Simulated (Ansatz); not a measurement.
```
CELL_PARAMETERS angstrom
-3.27939 -5.68007 5.29323
6.55878 0.00000 5.29323
-3.27939 5.68007 5.29323
ATOMIC_POSITIONS crystal
Zn 0.63729 0.47063 0.30396
Zn 0.49777 0.33135 0.66613
Zn 0.83234 0.67049 0.00240
Zn 0.49802 0.83280 0.16444
Zn 0.83716 0.16906 0.49901
Zn 0.99946 0.33110 0.16469
Zn 0.33573 0.66568 0.50383
Zn 0.66714 0.00079 0.83812
Zn 0.17145 0.50047 0.83412
Zn 0.16745 0.00478 0.33380
Zn 0.99832 0.83165 0.66499
Zn 0.33337 0.16671 0.00004
Zn 0.49461 0.16351 0.33201
Zn 0.32900 0.00332 0.67108
Zn 0.66534 0.32795 0.99684
Zn 0.33017 0.49868 0.16128
Zn 0.63932 0.87927 0.50966
Zn 0.83509 0.00291 0.16789
Zn 0.16958 0.33456 0.50176
Zn 0.50123 0.66842 0.83624
Zn 0.00441 0.16234 0.83665
Zn 0.04594 0.67632 0.30599
Zn 0.84299 0.47266 0.71261
Zn 0.16998 0.83774 0.99567
O 0.62407 0.46024 0.79142
O 0.95984 0.79554 0.12544
O 0.62691 0.95809 0.29073
O 0.96220 0.29210 0.62651
O 0.12476 0.45740 0.29358
O 0.45877 0.79317 0.62887
O 0.79563 0.12649 0.95997
O 0.29330 0.62896 0.95982
O 0.29316 0.12664 0.46229
O 0.12404 0.95737 0.79070
O 0.46163 0.29496 0.12830
O 0.62692 0.29033 0.46030
O 0.46096 0.12593 0.79417
O 0.79363 0.46025 0.12367
O 0.45700 0.62696 0.29358
O 0.79352 0.96114 0.62716
O 0.96010 0.12734 0.29389
O 0.29401 0.46056 0.62676
O 0.62722 0.79343 0.96067
O 0.12750 0.29430 0.95926
O 0.12781 0.79383 0.46019
O 0.96050 0.62686 0.79448
O 0.29259 0.96084 0.12763
```

Theory: DFT PBE, scalar-relativistic, plane waves, PAW in Ansatz.

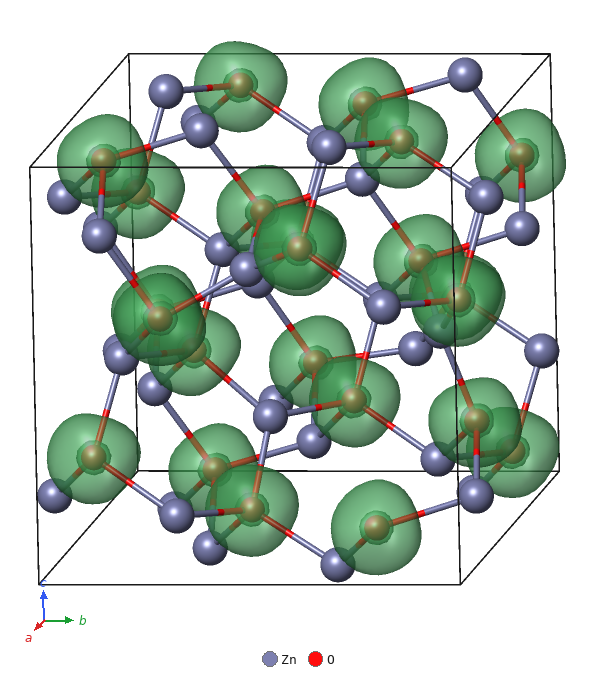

Zn₂₄O₂₃ (cell charge +2, with a compensating background) (cell with a defect). Isosurface of the ELF at 0.65 (green), seen slightly off an axis. Only the valence region is drawn (cores and ρ < 0.01 e/Å³ removed). Sticks mark near contacts.

Core electrons are frozen (PAW), and the valence fields are smoothed inside the atomic spheres.

**Describe the localisation domains.**

The ELF exceeds this value in 23 regions wrapped around O (the valence shell of each), counted in one cell of 47 atoms. Regions shared between cells count once. Profiles from the grid: Zn–O (1.91 Å): the ELF peaks at about 0.80 in the valence shell of O, 0.6 Å from its nucleus, and is about 0.30 at the midpoint: no localised pair shows between them. Zn–O (1.97 Å): the ELF peaks at about 0.85 in the valence shell of O, 0.6 Å from its nucleus, and is about 0.25 at the midpoint (no shared electron pair shows on this line).

**Does the calculation make it a metal, or give it a gap?**

It is gapped, with a Kohn–Sham gap of 0.63 eV on the k-point mesh, an upper bound to the gap of this method.
